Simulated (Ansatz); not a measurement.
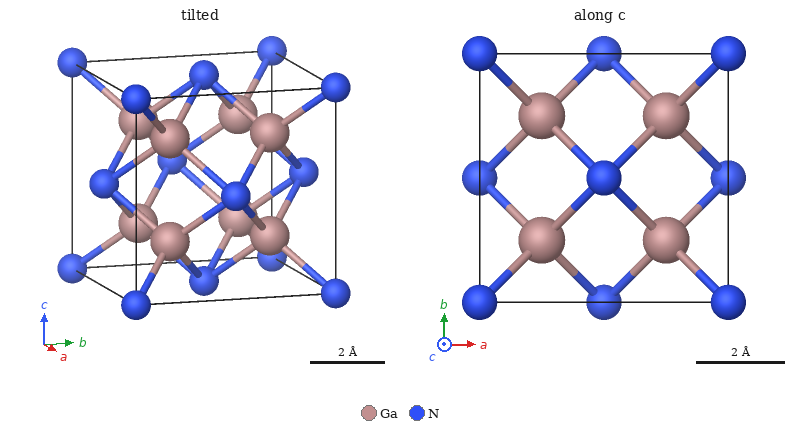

View slightly off an axis and along the c axis, drawn as a ball-and-stick model. The wireframe shows the conventional unit cell. Cell: a = 5.70 Å, b = 5.70 Å, c = 5.70 Å, α = 90.00°, β = 90.00°, γ = 90.00°.

The starting point was a random cell made by a generator, so it need not be a real form of the compound. Earlier steps of the study may have refined or changed the cell and positions. A calculation with Ansatz used it as input.

**What can be read from this drawing?**

This is Ga₂N. The atoms follow space group Fm-3m (No. 225); the Bravais lattice is face-centred cubic. In terms of structure types, this is antifluorite. In the cell are 8 Ga, 4 N, which makes 4 formula units. Numbers of contacts at bonding distance: Ga 4 and N 8.

Level of theory and settings: DFT PBE, scalar-relativistic, plane waves, PAW in Ansatz 0.2.0, a kinetic-energy cutoff of 420 eV, k-points about 0.14 Å⁻¹ apart, Gaussian smearing of 0.1 eV, no spin polarisation.

**Does it come out as a metal, or with a gap?**

A metal: bands cross the Fermi level.

**List the Bader charges.**

Ga +0.57 e; N -1.14 e.

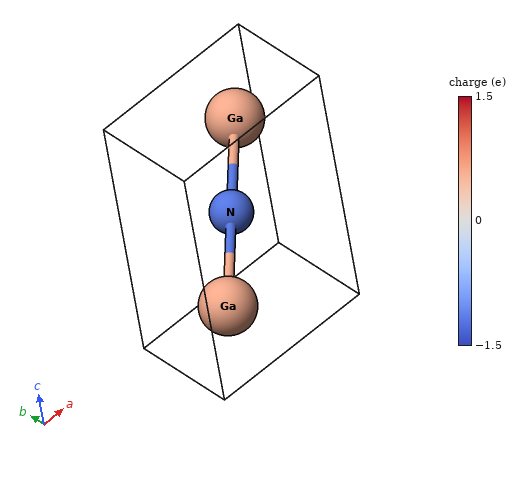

The atoms coloured by those charges. The run's cell of 3 atoms is drawn, so axes and origin can differ from the first picture.

**Does this geometry sit at a stationary point of the energy?**

Yes. All forces vanish to within 0.01 eV/Å. The pressure is 0.0 GPa, close to zero.
